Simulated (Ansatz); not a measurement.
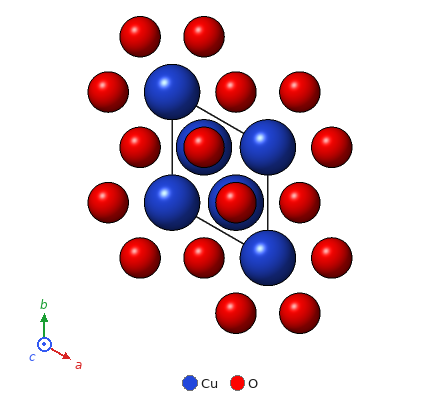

Cu3O2 (R-3m, No. 166): the geometry relaxed with Ansatz, DFT PBE, scalar-relativistic, plane waves, PAW; the starting structure was generated, so it need not be a known form of this composition.

```
Cu O
1.0
     2.92519    0.00000    0.00000
    -1.46260    2.53329    0.00000
     0.00000    0.00000   20.75371
Cu O
9 6
Direct
  0.00000 0.00000 0.00000
  0.33333 0.66667 0.87780
  0.00000 0.00000 0.78887
  0.66667 0.33333 0.33333
  0.00000 0.00000 0.21113
  0.66667 0.33333 0.12220
  0.33333 0.66667 0.66667
  0.66667 0.33333 0.54447
  0.33333 0.66667 0.45553
  0.66667 0.33333 0.72677
  0.66667 0.33333 0.93989
  0.33333 0.66667 0.06011
  0.33333 0.66667 0.27323
  0.00000 0.00000 0.39344
  0.00000 0.00000 0.60656
```

Q: What will a projected-potential map along [001] show? Computed as the sum of neutral-atom potentials (tabulated electron scattering factors, B = 0.8 Å²) projected along the beam and smoothed by 0.25 Å; brighter is more positive. The display is stretched by a gamma of 0.7; percentages refer to the linear signal.

A: The columns repeat on a hexagonal net with a repeat of 1.69 Å (plane group p6mm). All columns are alike (3 Cu + 2 O). The shortest distance between visible columns is 1.69 Å in projection. Along the beam the structure repeats every 20.75 Å.

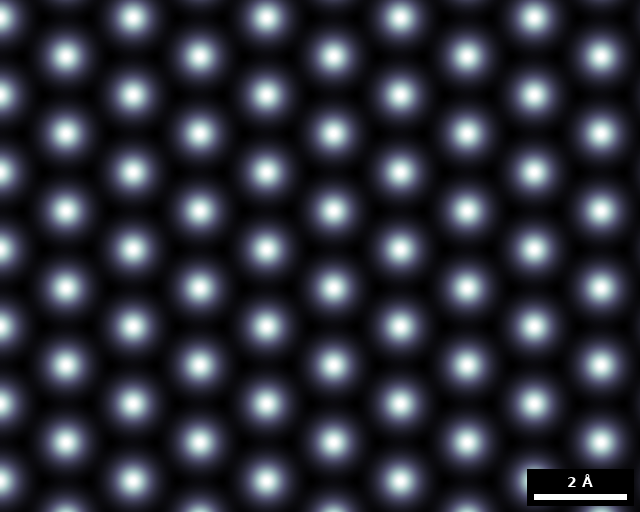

The simulated image.

Q: What mean inner potential do neutral atoms give for this crystal?

A: About 19 V (the sum of the forward scattering factors over the cell volume; bonding usually lowers the true value).
